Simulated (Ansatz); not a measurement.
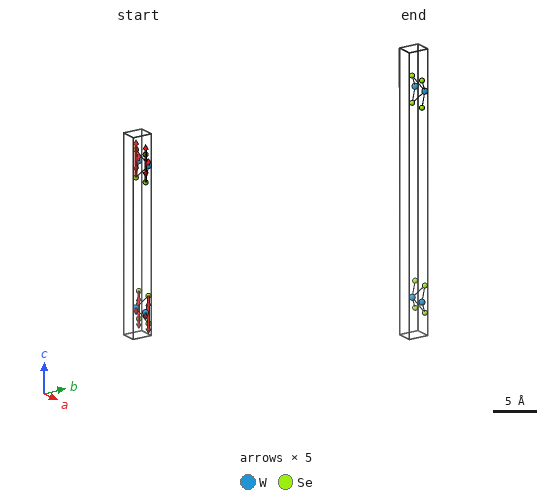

The structure of solid WSe₂ (set up in P-3m1) before (left) and after (right) a relaxation, at one scale. The red arrows give the displacements (the part carried along by the change of the cell is left out), magnified 5 times.

The picture is a ball-and-stick view of the cell of the calculation, repeated 2 × 1 × 1 with one cell outlined, seen slightly off an axis.

Case: relaxed at -2 GPa.

The calculation used DFT r2SCAN, scalar-relativistic, plane waves, PAW in Ansatz 0.2.0. Settings: plane-wave cutoff 500 eV; k-point mesh 12 × 12 × 2; occupations gaussian; smearing width 0.02 eV; target pressure -2 GPa; no spin polarisation; cell and atoms relaxed; force threshold 0.008 eV/Å; at most 50 steps.

### Summarise the run.

The run was cut off at its time limit before the program reported convergence, but its last step already meets the force threshold: the largest component is 0.0021 eV/Å against 0.008 eV/Å. The pressure is within 0.01 GPa of its target. The largest moves relative to the cell, 0.92 Å, are those of Se atoms. By element the largest moves are Se 0.92 Å, W 0.18 Å. The drawn cell changes as follows: a = b 3.336 → 3.389 Å (+1.6 %), c 24.237 → 34.447 Å (+42.1 %); the volume changes by +46.7 %. Among the angles between lasting bonds that change: Se–W–Se 81.9° → 79.8°. The space group stays P-3m1 (No. 164). Over 11 accepted moves (12 points after the start) the energy rises by 0.320 eV per cell of the calculation. With the target pressure of -2 GPa, the enthalpy E + pV changes by −1.042 eV per cell of the calculation. The largest force component goes from 0.32 to 0.0021 eV/Å. Pressure: −1.38 GPa at the start and −1.99 GPa at the end. The line search rejected the trial step at point 11 of the run.

Limits of the set-up: layers or molecules are held without a dispersion correction, so their spacing is unreliable.
